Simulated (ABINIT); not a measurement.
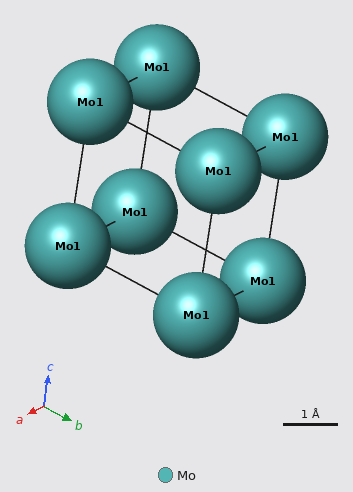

Fig. 1: The input geometry (spheres-only view of the cell of the calculation, seen slightly off an axis; atoms are numbered from 1 in the order of the input). An atom can appear more than once, as a periodic image.

**Optical-spectrum calculation, with input and output: Mo (part 1 of 2)**

System: Mo (Im-3m, 1 atom in the cell).
Method: Kohn-Sham DFT of a periodic cell, PBEsol, PseudoDojo NC SR PBEsol v0.4.1 standard, no spin polarisation (ABINIT 10.8.3).

The structure derives from a Materials Project entry.

## Input
```
# Datasets
ndtset 3

# Pseudopotentials
pp_dirpath "./"
pseudos "Mo.upf"

# Structure
acell 3*1.0 Angstrom
rprim
    -1.5838089719     1.5838089719     1.5838089719
     1.5838089719    -1.5838089719     1.5838089719
     1.5838089719     1.5838089719    -1.5838089719
ntypat 1
znucl 42
natom 1
typat 1
xred
            0.0            0.0            0.0

# Plane-wave basis
ecut 36.0

# k points
ngkpt 16 16 16
nshiftk 2
shiftk
     0.2500000000     0.2500000000     0.2500000000
    -0.2500000000    -0.2500000000    -0.2500000000
istwfk *1

# Exchange and correlation
ixc -116133

# Bands and occupations
occopt 6
tsmear 0.136 eV

# SCF cycle
nstep 80

# Output
iomode 3
prteig 0
prtebands 0

# Dataset 1: ground state
nband1 11
tolvrs1 1.0e-12
prtden1 1
prtwf1 0
kptopt1 1

# Dataset 2: empty bands at fixed density
iscf2 -3
getden2 1
nband2 23
nbdbuf2 4
tolwfr2 1.0e-12
nstep2 120
prtden2 0
kptopt2 1

# Dataset 3: wave functions and velocity matrix elements in the full zone
optdriver3 8
wfk_task3 "wfk_optics_fullbz"
getwfk3 2
nband3 19
kptopt3 1
prtevk3 1
inclvkb3 2
```

## File optic.abi
```
&FILES
 ddkfile_1 = 'runo_DS3_1_EVK.nc',
 ddkfile_2 = 'runo_DS3_2_EVK.nc',
 ddkfile_3 = 'runo_DS3_3_EVK.nc',
 wfkfile = 'runo_DS3_WFK.nc'
/
&PARAMETERS
 broadening = 0.005512,
 domega = 0.002,
 maxomega = 0.8,
 scissor = 0.000000,
 tolerance = 0.002
/
&COMPUTATIONS
 num_lin_comp = 1,
 lin_comp = 11,
 num_nonlin_comp = 0
/
```

Launched with:
```bash
abinit run.abi > log 2>&1
optic optic.abi > optic.log 2>&1
```

## The program's output
```
.Version 10.8.3 of ABINIT
 DATASET    1 : space group Im -3 m (#229); Bravais cI (body-center cubic)
================================================================================
 Values of the parameters that define the memory need for DATASET  1.
     intxc =       0    ionmov =       0      iscf =       7    lmnmax =       6
     lnmax =       6     mgfft =      30  mpssoang =       3    mqgrid =    3001
     natom =       1  nloc_mem =       1    nspden =       1   nspinor =       1
    nsppol =       1      nsym =      48    n1xccc =    2501    ntypat =       1
    occopt =       6   xclevel =       2
       mpw =        1130          nfft =       27000          nkpt =         240
================================================================================
================================================================================

 DATASET    2 : space group Im -3 m (#229); Bravais cI (body-center cubic)
================================================================================
 Values of the parameters that define the memory need for DATASET  2.
     intxc =       0    ionmov =       0      iscf =      -3    lmnmax =       6
     lnmax =       6     mgfft =      30  mpssoang =       3    mqgrid =    3001
     natom =       1  nloc_mem =       1    nspden =       1   nspinor =       1
    nsppol =       1      nsym =      48    n1xccc =    2501    ntypat =       1
    occopt =       6   xclevel =       2
       mpw =        1130          nfft =       27000          nkpt =         240
================================================================================
================================================================================

 DATASET    3 : space group Im -3 m (#229); Bravais cI (body-center cubic)
================================================================================
 Values of the parameters that define the memory need for DATASET  3.
     intxc =       0    ionmov =       0      iscf =       7    lmnmax =       6
     lnmax =       6     mgfft =      30  mpssoang =       3    mqgrid =    3001
     natom =       1  nloc_mem =       1    nspden =       1   nspinor =       1
    nsppol =       1      nsym =      48    n1xccc =    2501    ntypat =       1
    occopt =       6   xclevel =       2
       mpw =        1130          nfft =       27000          nkpt =         240
================================================================================
================================================================================

--------------------------------------------------------------------------------
------------- Echo of variables that govern the present computation ------------
--------------------------------------------------------------------------------
 -outvars: echo values of preprocessed input variables --------
            acell      1.8897261259E+00  1.8897261259E+00  1.8897261259E+00 Bohr
              amu      9.59400000E+01
             ecut      3.60000000E+01 Hartree
           getden1          0
           getden2          1
           getden3          0
           getwfk1          0
           getwfk2          0
           getwfk3          2
             iscf1          7
             iscf2         -3
             iscf3          7
              ixc     -116133
           jdtset        1    2    3
                       outvar_i_n : Printing only first  50 k-points.
         kptrlatt       16    0   16      0   16   16    -16  -16    0
          kptrlen      9.57748862E+01
            natom           1
            nband1         11
            nband2         23
            nband3         19
           nbdbuf1          0
           nbdbuf2          4
           nbdbuf3          0
           ndtset           3
            ngfft          30      30      30
             nkpt         240
            nstep1         80
            nstep2        120
            nstep3         80
             nsym          48
           ntypat           1
                       prtocc : prtvol=0, do not print more k-points.
                       prtocc : prtvol=0, do not print more k-points.
                       prtocc : prtvol=0, do not print more k-points.
           occopt           6
        optdriver1          0
        optdriver2          0
        optdriver3          8
           prtden1          1
           prtden2          0
           prtden3          1
        prtebands           0
           prteig           0
           prtevk1          0
           prtevk2          0
           prtevk3          1
            prtwf1          0
            prtwf2          1
            prtwf3          1
            rprim     -1.5838089719E+00  1.5838089719E+00  1.5838089719E+00
                       1.5838089719E+00 -1.5838089719E+00  1.5838089719E+00
                       1.5838089719E+00  1.5838089719E+00 -1.5838089719E+00
           shiftk      5.00000000E-01  5.00000000E-01 -5.00000000E-01
          spgroup         229
           tolvrs1     1.00000000E-12
           tolvrs2     0.00000000E+00
           tolvrs3     0.00000000E+00
           tolwfr1     0.00000000E+00
           tolwfr2     1.00000000E-12
           tolwfr3     0.00000000E+00
           tsmear      4.99790782E-03 Hartree
            typat      1
         wfk_task1          0
         wfk_task2          0
         wfk_task3          7
                       outvars : Printing only first  50 k-points.
            znucl       42.00000

================================================================================

 chkinp: Checking input parameters for consistency, jdtset=   1.

 chkinp: Checking input parameters for consistency, jdtset=   2.

 chkinp: Checking input parameters for consistency, jdtset=   3.

================================================================================
== DATASET  1 ==================================================================

--- !DatasetInfo
iteration_state: {dtset: 1, }
dimensions: {natom: 1, nkpt: 240, mband: 11, nsppol: 1, nspinor: 1, nspden: 1, mpw: 1130, }
cutoff_energies: {ecut:  36.0, pawecutdg:  -1.0, }
electrons: {nelect:   1.40000000E+01, charge:   0.00000000E+00, occopt:   6.00000000E+00, tsmear:   4.99790782E-03, }
meta: {optdriver: 0, ionmov: 0, optcell: 0, iscf: 7, paral_kgb: 0, }
...

 Real(R)+Recip(G) space primitive vectors, cartesian coordinates (Bohr,Bohr^-1):
 R(1)= -2.9929652  2.9929652  2.9929652  G(1)=  0.0000000  0.1670584  0.1670584
 R(2)=  2.9929652 -2.9929652  2.9929652  G(2)=  0.1670584  0.0000000  0.1670584
 R(3)=  2.9929652  2.9929652 -2.9929652  G(3)=  0.1670584  0.1670584  0.0000000
 Unit cell volume ucvol=  1.0724202E+02 bohr^3
 Angles (23,13,12)=  1.09471221E+02  1.09471221E+02  1.09471221E+02 degrees

 getcut: wavevector=  0.0000  0.0000  0.0000  ngfft=  30  30  30
         ecut(hartree)=     36.000   => boxcut(ratio)=   2.14261

--- Pseudopotential description ------------------------------------------------
- pspini: atom type   1  psp file is ./Mo.upf
  42.00000  14.00000  180301                  znucl, zion, pspdat
12 -116133 2 -1 1640                          pspcod,pspxc,lmax,lloc,mmax
     nproj     2     2     2

   2.23298431E+02                                ecore*ucvol(ha*bohr**3)
--------------------------------------------------------------------------------

================================================================================

--- !BeginCycle
iteration_state: {dtset: 1, }
solver: {iscf: 7, nstep: 80, nline: 4, wfoptalg: 0, }
tolerances: {tolvrs: 1.00E-12, }
...

     iter   Etot(hartree)      deltaE(h)  residm     vres2
 ETOT  1  -70.232005146518    -7.023E+01 2.058E-01 1.143E+02
 ETOT  2  -70.269602832422    -3.760E-02 1.089E-01 2.628E+01
 ETOT  3  -70.275624902643    -6.022E-03 1.916E-02 6.187E-04
 ETOT  4  -70.275628505887    -3.603E-06 4.541E-03 5.777E-05
 ETOT  5  -70.275628518369    -1.248E-08 7.528E-04 1.678E-07
 ETOT  6  -70.275628518403    -3.314E-11 5.060E-04 1.112E-09
 ETOT  7  -70.275628518400     2.416E-12 3.647E-04 4.341E-12
 ETOT  8  -70.275628518401    -9.379E-13 1.095E-03 8.989E-15

 At SCF step    8       vres2   =  8.99E-15 < tolvrs=  1.00E-12 =>converged.

 Cartesian components of stress tensor (hartree/bohr^3)
  sigma(1 1)=  3.29839549E-04  sigma(3 2)=  0.00000000E+00
  sigma(2 2)=  3.29839549E-04  sigma(3 1)=  0.00000000E+00
  sigma(3 3)=  3.29839549E-04  sigma(2 1)=  0.00000000E+00
```
